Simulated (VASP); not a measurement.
**What a change does: geometry relaxation on Ru**

System: Ru (P6₃/mmc, 2 atoms in the cell).
Method of the first run: Kohn-Sham DFT of a periodic cell, PBE with D3(BJ), VASP PAW PBE potentials, recommended, no spin polarisation (VASP 6.6.1).

The structure derives from an entry of the Crystallography Open Database. 

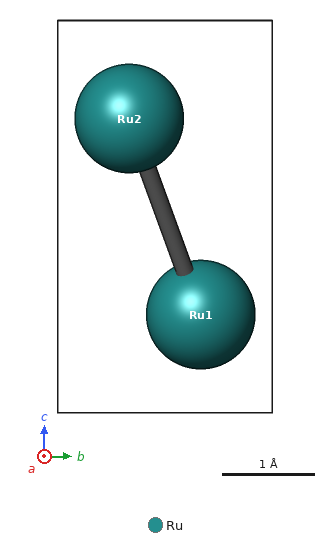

**Figure 1.** The input geometry (ball-and-stick view of the cell of the calculation, along the a axis; atoms are numbered from 1 in the order of the input). Near neighbours in the crystal (not all of them lie inside the picture): Ru has 12 Ru at 2.65 to 2.71 Å.

**INCAR, the first run**
```
ALGO     = Normal         # electronic algorithm
EDIFF    = 1E-6           # SCF threshold, eV
EDIFFG   = -0.01          # ionic threshold
ENCUT    = 600            # plane-wave cutoff, eV
GGA      = PE             # functional
IBRION   = 2              # ionic algorithm
ISIF     = 3              # what is computed and relaxed
ISMEAR   = 1              # smearing method
IVDW     = 12             # dispersion correction
LASPH    = True           # aspherical terms in the spheres
LCHARG   = False          # write CHGCAR
LREAL    = False          # projectors in reciprocal space
LWAVE    = False          # write WAVECAR
NELM     = 80             # most SCF steps
NSW      = 90             # ionic steps
PREC     = Accurate       # precision mode
SIGMA    = 0.1            # smearing width, eV
```

**KPOINTS, the first run**
```
k-points
0
Gamma
  15 15 9
```

**POSCAR, the first run**
```
Ru
1.0
    2.7058000000      0.0000000000      0.0000000000
   -1.3529000000      2.3432915376      0.0000000000
    0.0000000000      0.0000000000      4.2819000000
Ru
2
Direct
    0.3333333333      0.6666666667      0.2500000000
    0.6666666667      0.3333333333      0.7500000000
```

Launched with:
```bash
cat potpaw_PBE.64/Ru_pv/POTCAR > POTCAR
mpirun -np 1 vasp_std > vasp.out
```

Hardware: 1 thread of Intel Xeon (Granite Rapids), 64 GiB of memory available, shared host.

**OSZICAR and lines of OUTCAR (the first run)**
```
N       E                     dE             d eps       ncg     rms          rms(c)
DAV:   1     0.307730087379E+03    0.30773E+03   -0.19534E+04  4868   0.193E+03
DAV:   2    -0.124931582967E+02   -0.32022E+03   -0.31434E+03  5162   0.522E+02
DAV:   3    -0.197225934126E+02   -0.72294E+01   -0.69753E+01  5158   0.832E+01
DAV:   4    -0.198127117916E+02   -0.90118E-01   -0.89467E-01  5742   0.757E+00
DAV:   5    -0.198138655071E+02   -0.11537E-02   -0.11536E-02  5306   0.892E-01    0.178E+01
DAV:   6    -0.185616217405E+02    0.12522E+01   -0.34344E+00  4922   0.193E+01    0.469E+00
DAV:   7    -0.184761064115E+02    0.85515E-01   -0.26305E-01  4992   0.486E+00    0.112E+00
[...]
DAV:   1    -0.184570150978E+02    0.25040E-03   -0.40156E-04  4890   0.249E-01    0.363E-02
DAV:   2    -0.184569959386E+02    0.19159E-04   -0.54044E-05  4892   0.782E-02    0.595E-03
DAV:   3    -0.184569958950E+02    0.43594E-07   -0.29784E-06  4626   0.166E-02
   4 F= -.19718996E+02 E0= -.19718524E+02  d E =-.297683E-02
       N       E                     dE             d eps       ncg     rms          rms(c)
DAV:   1    -0.184572154147E+02   -0.21948E-03   -0.97652E-03  4914   0.865E-01    0.965E-02
DAV:   2    -0.184570063870E+02    0.20903E-03   -0.29466E-04  4898   0.166E-01    0.401E-02
DAV:   3    -0.184569633745E+02    0.43012E-04   -0.14356E-04  5828   0.847E-02    0.857E-03
DAV:   4    -0.184569635786E+02   -0.20410E-06   -0.44118E-06  5296   0.245E-02
   5 F= -.19719005E+02 E0= -.19718559E+02  d E =-.840094E-05
[... from OUTCAR:]
  energy without entropy =      -18.45562627  energy(sigma->0) =      -18.45651781
 E-fermi :  13.0119     XC(G=0): -14.1863     alpha+bet :-20.2337
  external pressure =        0.38 kB  Pullay stress =        0.00 kB
  free  energy   TOTEN  =       -19.7190045984 eV
  energy  without entropy=      -19.7176672933  energy(sigma->0) =      -19.71855883
```

The input of the second run differs as follows (lines with − go, lines with + come):
```diff
-IVDW     = 12             # dispersion correction
```

Predict how the results change.

The total energies belong to different models, so their difference says nothing on which is more stable or more accurate. The volume per atom goes from 13.43 to 13.75 Å³. The SCF takes 32 iterations over all geometry steps against 35.

**OSZICAR and lines of OUTCAR (the second run)**
```
N       E                     dE             d eps       ncg     rms          rms(c)
DAV:   1     0.307730087379E+03    0.30773E+03   -0.19534E+04  4868   0.193E+03
DAV:   2    -0.124931582967E+02   -0.32022E+03   -0.31434E+03  5162   0.522E+02
DAV:   3    -0.197225934126E+02   -0.72294E+01   -0.69753E+01  5158   0.832E+01
DAV:   4    -0.198127117916E+02   -0.90118E-01   -0.89467E-01  5742   0.757E+00
DAV:   5    -0.198138655071E+02   -0.11537E-02   -0.11536E-02  5306   0.892E-01    0.178E+01
DAV:   6    -0.185616217405E+02    0.12522E+01   -0.34344E+00  4922   0.193E+01    0.469E+00
DAV:   7    -0.184761064115E+02    0.85515E-01   -0.26305E-01  4992   0.486E+00    0.112E+00
[...]
DAV:   5    -0.184724165941E+02   -0.57442E-03   -0.62412E-04  5820   0.180E-01    0.496E-02
DAV:   6    -0.184723843129E+02    0.32281E-04   -0.32286E-05  5148   0.447E-02    0.660E-03
DAV:   7    -0.184723859683E+02   -0.16554E-05   -0.34339E-06  4566   0.144E-02    0.400E-03
DAV:   8    -0.184723861483E+02   -0.18002E-06   -0.15530E-07  2554   0.303E-03
   3 F= -.18472386E+02 E0= -.18471930E+02  d E =-.475915E-02
       N       E                     dE             d eps       ncg     rms          rms(c)
DAV:   1    -0.184724197383E+02   -0.33770E-04   -0.70540E-04  4882   0.328E-01    0.469E-02
DAV:   2    -0.184723863707E+02    0.33368E-04   -0.97020E-05  4882   0.104E-01    0.765E-03
DAV:   3    -0.184723862871E+02    0.83572E-07   -0.49163E-06  4840   0.211E-02
   4 F= -.18472386E+02 E0= -.18471930E+02  d E =-.475929E-02
[... from OUTCAR:]
  free energy    TOTEN  =       -18.47238629 eV
  energy without entropy =      -18.47101728  energy(sigma->0) =      -18.47192995
 E-fermi :  12.5823     XC(G=0): -14.0399     alpha+bet :-19.7623
  free  energy   TOTEN  =       -18.4723862871 eV
  energy  without entropy=      -18.4710172844  energy(sigma->0) =      -18.47192995
```

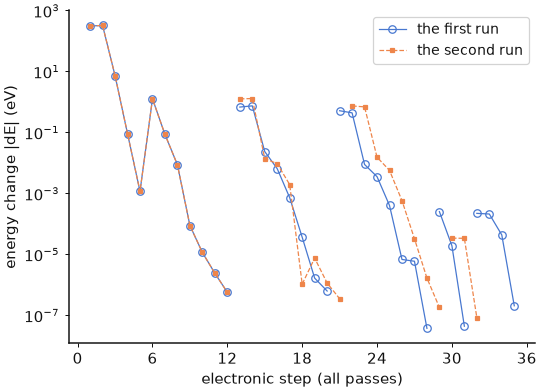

**Figure 2.** Convergence of the two runs: energy change |dE| against the electronic step. A break in a curve parts two SCF passes. The first run takes 35 steps in all, and the second run takes 32.

**The two runs side by side**

| quantity | the first run | the second run |
| --- | --- | --- |
| outcome | converged | converged |
| free energy per atom (eV) | −9.8595 | −9.2362 |
| energy per atom, smearing taken to zero (eV) | −9.8593 | −9.2360 |
| gap on the mesh (eV) | 0.00 | 0.00 |
| pressure (GPa) | 0.04 | 0.01 |
| volume per atom (Å³) | 13.43 | 13.75 |
| largest force (eV/Å) | 0.000 | 0.000 |
| SCF iterations | 35 | 32 |
| irreducible k-points | 135 | 135 |
